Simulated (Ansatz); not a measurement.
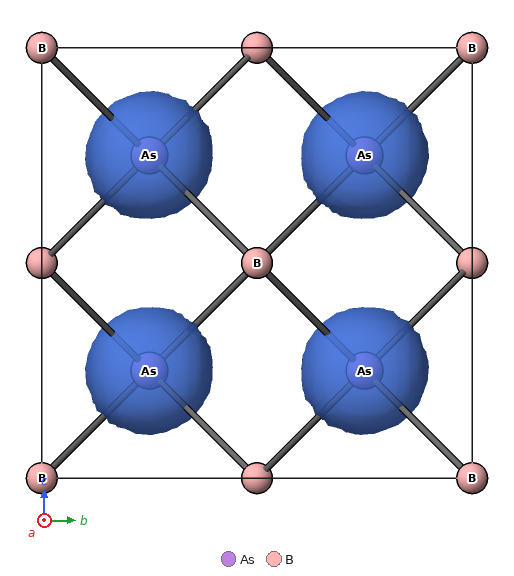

*BAs. Isosurface of the valence pseudo-density at 1.5 e/Å³ (blue), seen along the a axis. Sticks mark near contacts.*

Space group F-43m; computed pressure about −10 GPa in this cell.

The calculation used Ansatz 0.2.0, Kohn-Sham DFT of a periodic cell, HISS, Ansatz PAW.

The density is the valence pseudo-density of a PAW calculation; it isn't the true density close to the nuclei.

The calculation's input:

```
crystal:
  lattice:
    - [0.0, 2.4353452264, 2.4353452264]
    - [2.4353452264, 0.0, 2.4353452264]
    - [2.4353452264, 2.4353452264, 0.0]
  atoms:
    - { symbol: As, position: [0.75, 0.75, 0.75] }
    - { symbol: B, position: [0.0, 0.0, 0.0] }
hamiltonian:
  xc: hiss
  pseudopotentials: { kind: paw }
kpoints:
  mp_grid: { grid: [5, 5, 5] }
scf:
  occupations: { method: fermi_dirac, width: 0.05 }
  exx: { singularity: none }
output:
  forces: true
  stress: true
  eigenvalues: true
  write_density: true
  write_potential: true
  elf: true
  volumetric_format: npy
```

Run with:

```sh
ansatz run input.yaml --threads 2 --pin off --max-ram 5632MiB --backend cpu --events-out ev --progress --plain --runs-dir out
```

Below, planes, directions and counts refer to the conventional cell (a = 4.87 Å, b = 4.87 Å, c = 4.87 Å, α = 90.00°, β = 90.00°, γ = 90.00°).

Which contacts does the surface bridge?

At this value the density breaks into separate islands; it holds about 55 % of the electrons treated as valence. It bridges none of the near contacts. It is pinched off along the shortest B–As (2.11 Å) contacts. On the grid the lowest density along these lines, outside the cores, is 0.73 e/Å³ (B–As, 2.11 Å).
